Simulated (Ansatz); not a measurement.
**Energy of TiC along an even scaling of the cell**

System: TiC (2 atoms in the cell).
Method: DFT PBE, scalar-relativistic, plane waves, PAW, no spin polarisation (Ansatz 0.2.0).

The 5 runs differ only in the geometry, by an even scaling of the cell at fixed fractional positions. The structure derives from an entry of the Crystallography Open Database.

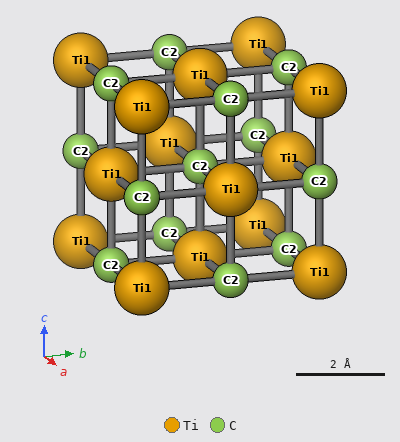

Figure 1. The structure of run 3 (ball-and-stick view of the cell 4 times as large as that of the calculation, set on its symmetry axes, seen slightly off an axis; atoms are numbered from 1 in the order of the input).

### Input of run 3
```yaml
crystal:
  lattice:
    - [0.0, 2.1528412076, 2.1528412076]
    - [2.1528412076, 0.0, 2.1528412076]
    - [2.1528412076, 2.1528412076, 0.0]
  atoms:
    - { symbol: Ti, position: [0.0, 0.0, 0.0] }
    - { symbol: C, position: [0.5, 0.5, 0.5] }
basis:
  ecutwfc: 420
kpoints:
  mp_grid: { grid: [16, 16, 16] }
hamiltonian:
  xc: pbe
scf:
  occupations: { method: fermi_dirac, width: 0.15 }
output:
  eigenvalues: true
phonons:
  method: dfpt
  eigenvectors: true
```

Command:
```bash
ansatz run input.yaml --threads 1 --pin off --max-ram 3072MiB --backend cpu --events-out ev --progress --plain --runs-dir out
```

Lattice vectors (Å) and fractional positions of run 3:
```
   0.000000    2.152841    2.152841
   2.152841    0.000000    2.152841
   2.152841    2.152841    0.000000
Ti  0.000000  0.000000  0.000000
C   0.500000  0.500000  0.500000
```

Run 2 differs from it as follows:
```diff
-    - [0.0, 2.1528412076, 2.1528412076]
-    - [2.1528412076, 0.0, 2.1528412076]
-    - [2.1528412076, 2.1528412076, 0.0]
+    - [0.0, 2.1521188022, 2.1521188022]
+    - [2.1521188022, 0.0, 2.1521188022]
+    - [2.1521188022, 2.1521188022, 0.0]
```

### Results, with one run withheld

```tsv
run	volume per atom (Å³)	free energy per atom, from the lowest run given (meV)
1	9.767	13.42
2	9.968	?
3	9.978	2.98
4	10.171	0.00
5	10.375	3.06
```

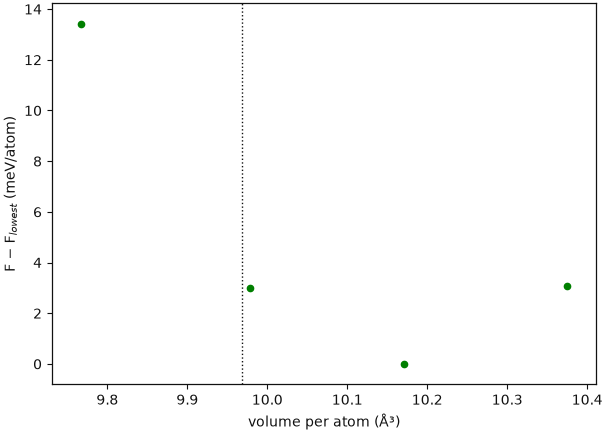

Figure 2. Free energy per atom of the runs given; the dotted line marks run 2.

What should run 2 give?

A quadratic polynomial in V^(−2/3) (the Birch–Murnaghan form), fitted to the 4 runs given, misses them by at most 0.01 meV per atom. With x = V^(−2/3) − 0.21446 Å⁻², it reads F = 0.83132 + 1138.5 x + 3.9242e+05 x² (meV per atom). At run 2 it gives 3.29 meV per atom, and the run itself gives 3.30. The fit has its minimum at 10.172 Å³ per atom, where V d²F/dV² gives 249 GPa: the bulk modulus at this level, since symmetry fixes the shape and the positions.

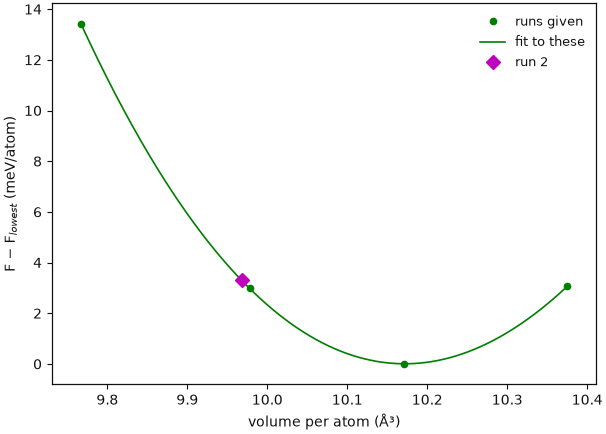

Figure 3. The fit and the withheld run.

### Output, shortened to warnings, some set-up lines, iterations and results (run 2)
```
Basis set: ecut = 420 eV, 387 PW (Γ), exchange–correlation on 48×48×48 points (8 copies of the dense FFT grid, shifted against one another)
Symmetry: 48 space group operations
k-points: 349 of 4096 (irreducible under 8 space group operations, time reversal used)
Initial density: superposition of atomic densities (neutral atoms: chi_scale 0, normalization atom), corrected by the library's trained network
[...]
SCF iter   1: F=—  HF=-2752.277572 eV  |F-HF|=—  |Δ(HF+E_count)|=         —  Δρ=3.90e-3  dr2=2.47e-3  ethr=1.77e-3  ⟨swp⟩=4.3  Hψ=20726  notcnv=0
SCF iter   2: F=—  HF=-2752.277069 eV  |F-HF|=—  |Δ(HF+E_count)|=   5.03e-4  Δρ=2.51e-3  dr2=1.17e-3  ethr=1.54e-5  ⟨swp⟩=1.0  Hψ=6980  notcnv=0
SCF iter   3: F=—  HF=-2752.276904 eV  |F-HF|=—  |Δ(HF+E_count)|=   1.66e-4  Δρ=1.98e-4  dr2=2.48e-6  ethr=7.29e-6  ⟨swp⟩=2.1  Hψ=4858  notcnv=0
SCF iter   4: F=—  HF=-2752.276907 eV  |F-HF|=—  |Δ(HF+E_count)|=   3.01e-6  Δρ=4.30e-5  dr2=2.02e-7  ethr=1.55e-8  ⟨swp⟩=2.0  Hψ=6745  notcnv=0
SCF iter   5: F=—  HF=-2752.276906 eV  |F-HF|=—  |Δ(HF+E_count)|=   9.26e-7  Δρ=6.85e-6  dr2=6.40e-9  ethr=1.26e-9  ⟨swp⟩=2.0  Hψ=6828  notcnv=0
SCF iter   6: F=—  HF=-2752.276906 eV  |F-HF|=—  |Δ(HF+E_count)|=   1.88e-9  Δρ=7.42e-7  dr2=5.98e-11  ethr=4.00e-11  ⟨swp⟩=2.5  Hψ=5997  notcnv=0
SCF iter   7: F=-2752.276906 eV  HF=-2752.276906 eV  |F-HF|=0.00e0  |Δ(HF+E_count)|=  1.23e-11  Δρ=1.21e-7  dr2=1.45e-12  ethr=1.00e-12  ⟨swp⟩=5.0  Hψ=15035  notcnv=0
SCF 1 converged in 7 iterations: F = -2752.276906 eV  dr2 = 1.45e-12
DFPT response loops at Γ: preconditioner auto → Kerker (q_TF=auto, 2.630 Å⁻¹) (partly filled bands, converged f_vac=0.000); β = 1.00, the filter's whole step (`scf.mixing.beta` (0.50) is not read by the response loops under this deck's `scf.mixing.preconditioner`; to damp them name `kerker` or …
SCF converged after 7 iterations
Free energy (F): -2752.276906 eV
Harris-Foulkes:  -2752.276906 eV  (|F-HF|=0.00e0)
Internal energy: -2752.252495 eV  (E = F + TS)
E sigma→0 (E₀):  -2752.264700 eV
Entropy (-TS):   -0.024411 eV (-12.205 meV/atom)
Fermi energy:    15.016668 eV
--- Per-component energies (eV) ---
  E_band       = -105.577653
  E_kinetic    = 363.532327
  E_local      = -764.086405  (includes V_loc(G=0)·N_el)
  E_nonlocal   = 32.063543
  E_hartree    = 311.455255
  E_xc         = -147.766744
  E_vxc        = -184.567564  (∫ρ·V_xc dr)
  E_paw        = -1145.382136  (= ΣΔE_a)
  E_vpaw       = -175.430243  (= ΣTr[D̂ρ^β])
  E_aug_tail   = 0.000151  (compensation charges beyond the density's cutoff)
  E_ewald      = -1402.068486
  E_smearing   = -0.024411  (= −TS)
  E_closure    = -0.000000  (closes the sum)
  Σ components = -2752.276906   (vs F -2752.276906, Δ=0.00e0)
--- Phonons (Γ-DFPT): 2 representative perturbations + reference, on 349 of 4096 k-points (Σ response iterations 6) ---
  k mesh reduced under 8 symmetry operations, with k and −k counted as one. Each operation leaves every solved perturbation unchanged. A smaller set is not used because it would not reduce the number of displacements times k-points to solve
  ASR residual: 4.994e-4 → 0.000e0 eV/Å²; symmetrization residual: 5.679e-7 eV/Å²
  ASR residual per site (eV/Å²): 4.99e-4 1.16e-5
  Γ frequencies (cm⁻¹): 0.00 0.00 0.00 533.76 533.76 533.76
  non-analytic LO–TO correction: not included (Born effective charges unavailable; polar crystals: no LO–TO splitting at Γ)
```

Notes: Results for this metal are sensitive to the k-point mesh.
